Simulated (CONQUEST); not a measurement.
# NbP: 7 runs along one coordinate

System: NbP (8 atoms in the cell).
Method: Kohn-Sham DFT of a periodic cell, PBEsol, PseudoDojo NC PBEsol, no spin polarisation (CONQUEST 1.3).

The 7 runs differ only in the geometry, by an even scaling of the cell at fixed fractional positions. The structure derives from a Materials Project entry.

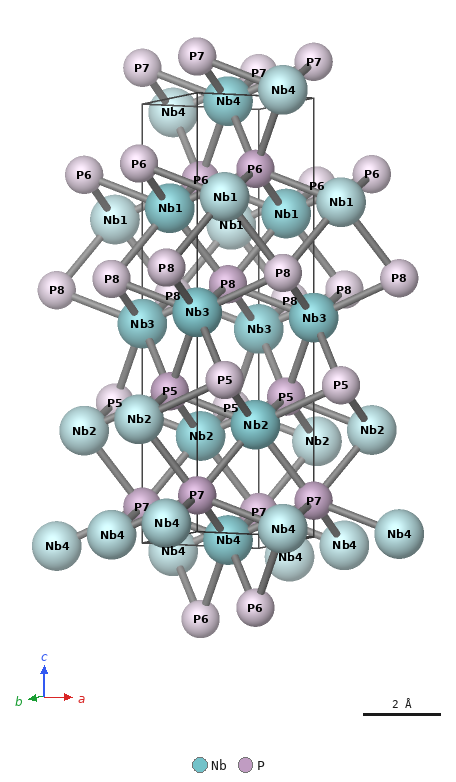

Figure 1. The structure of run 4 (ball-and-stick view of the cell of the calculation, seen at an oblique angle; neighbours outside the cell are drawn fainter; atoms are numbered from 1 in the order of the input). An atom can appear more than once, as a periodic image.

## Input of run 4
```
IO.Title NbP
IO.Coordinates coords.dat
IO.FractionalAtomicCoords T
IO.Iprint 2
IO.Iprint_init 1
General.NumberOfSpecies 2
General.PseudopotentialType hamann
AtomMove.TypeOfRun static
AtomMove.FullStress T
Grid.PointsAlongX 32
Grid.PointsAlongY 32
Grid.PointsAlongZ 108
DM.SolutionMethod diagon
Diag.MPMesh T
Diag.GammaCentred T
Diag.MPMeshX 8
Diag.MPMeshY 8
Diag.MPMeshZ 3
Diag.kT 0.00183747
minE.SCTolerance 1e-6
SC.MaxIters 100
IO.AtomChargeOutput T
%block ChemicalSpeciesLabel
1 92.910 Nb
2 30.970 P
%endblock
```

Command:
```bash
OMP_NUM_THREADS=1 Conquest
```

Lattice vectors (Å) and fractional positions of run 4:
```
   3.349847    0.000000    0.000000
   0.000000    3.349847    0.000000
   0.000000    0.000000   11.480216
Nb  0.000000  0.500000  0.749881
Nb  0.500000  0.000000  0.249881
Nb  0.000000  0.000000  0.499881
Nb  0.500000  0.500000  0.999881
P   0.000000  0.500000  0.332748
P   0.500000  0.000000  0.832748
P   0.000000  0.000000  0.082748
P   0.500000  0.500000  0.582748
```

Run 3 has the same physical settings and fractional positions; its lattice vectors (Å) are:
```
   3.327364    0.000000    0.000000
   0.000000    3.327364    0.000000
   0.000000    0.000000   11.403166
```

## Results, with one run withheld

| run | volume per atom (Å³) | free energy per atom, from the lowest run given (meV) | pressure (GPa) |
| --- | --- | --- | --- |
| 1 | 15.137 | 12.97 | 9.11 |
| 2 | 15.459 | 0.00 | 4.09 |
| 3 | 15.781 | ? | ? |
| 4 | 16.103 | 1.25 | −4.35 |
| 5 | 16.425 | 13.64 | −7.82 |
| 6 | 16.747 | 32.67 | −11.09 |
| 7 | 17.069 | 58.01 | −13.95 |

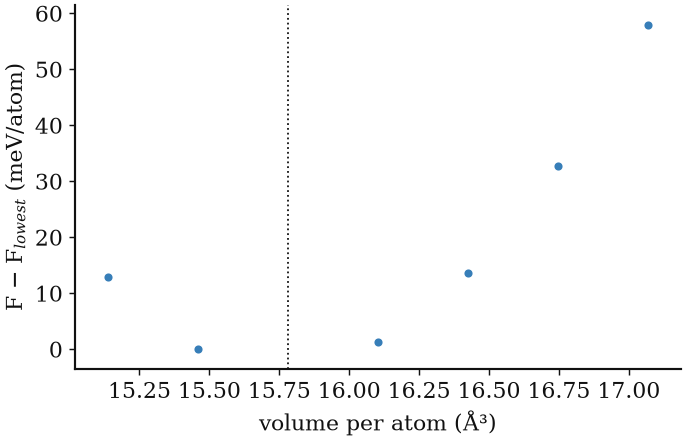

Figure 2. Free energy per atom of the runs given; the dotted line marks run 3.

What should run 3 give?

A cubic polynomial in V^(−2/3) (the Birch–Murnaghan form), fitted to the 6 runs given, misses them by at most 0.07 meV per atom. With x = V^(−2/3) − 0.15663 Å⁻², it reads F = 2.0544 − 4505 x + 8.9567e+05 x² + 6.2388e+05 x³ (meV per atom). At run 3 it gives −3.57 meV per atom, and the run itself gives −3.71. The slope of the fit gives a pressure −dF/dV of −0.38 GPa there, and the run prints −0.34 GPa. The fit has its minimum at 15.752 Å³ per atom, where V d²F/dV² gives 206 GPa. Cell shape and fractional positions are held, so this is the stiffness under even scaling; the relaxed bulk modulus wasn't computed.

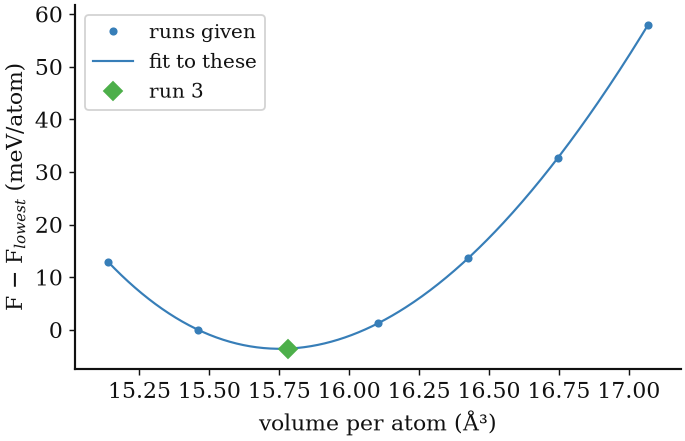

Figure 3. The fit and the withheld run.

## Some lines of the output (run 3)
```
[...]
          DFT Total Energy                 :      -276.806394382366989 Ha
          Free Energy (E-TS)               :      -276.939274209814187 Ha
          DFT Total Energy                 :      -276.934015015857312 Ha
          Free Energy (E-TS)               :      -276.937326442228766 Ha
          DFT Total Energy                 :      -276.935981336831162 Ha
          Free Energy (E-TS)               :      -276.937116756418732 Ha
          DFT Total Energy                 :      -276.936385124034018 Ha
          Free Energy (E-TS)               :      -276.937077674115869 Ha
          DFT Total Energy                 :      -276.936464137183521 Ha
          Free Energy (E-TS)               :      -276.937078041843165 Ha
          DFT Total Energy                 :      -276.936464301121475 Ha
      | Free Energy as E-TS      =      -276.937078041843165 Ha
      |* DFT total energy        =      -276.936464301121475 Ha
    force: Average pressure:     -0.33932509 GPa
```

Notes: With a small basis of atomic orbitals these values can differ much from converged plane-wave results.
